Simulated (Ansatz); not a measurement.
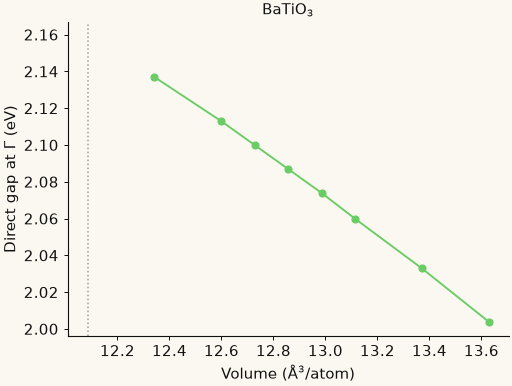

Direct gap at Γ. One run is left out (dotted line).

System: BaTiO3, space group P4mm (No. 99), 5 atoms in the cell. The cell is scaled at fixed shape and fractional positions. At 12.86 Å³/atom, a = 4.000 Å, c = 4.018 Å (tetragonal axes). Computed with Ansatz 0.2.0: PBEsol, all-electron LAPW, no spin polarisation, no spin-orbit coupling, 7×7×7 k mesh, Fermi-Dirac smearing of 0.08 eV.

| volume | Γ (eV) | pressure (GPa) |
| --- | --- | --- |
| 12.34 Å³/atom | 2.14 | 3.6 |
| 12.60 Å³/atom | 2.11 | −0.2 |
| 12.73 Å³/atom | 2.10 | −1.9 |
| 12.86 Å³/atom | 2.09 | −3.6 |
| 12.98 Å³/atom | 2.07 | −5.2 |
| 13.11 Å³/atom | 2.06 | −6.7 |
| 13.37 Å³/atom | 2.03 | −9.4 |
| 13.63 Å³/atom | 2.00 | −11.8 |

### Fill in the row for 12.08 Å³/atom.

A fit through the other points against the logarithm of the volume gives 2.17 eV at Γ (a straight line). The run itself gives 2.16 eV, within 0.01 eV of the estimate.

### What is the deformation potential dE/d ln V?

A straight line against ln V has a slope of −1.3 eV at Γ.

The smallest gap over all k points computed is 2.02, 1.98, 1.93, 1.91, 1.89, 1.87, 1.85, 1.80 and 1.76 eV in turn; it lies up to 0.24 eV under the lowest value plotted. LDA, GGA and most meta-GGA functionals understate gaps. A mesh with an odd division misses points of the zone boundary, where a smaller gap can lie.
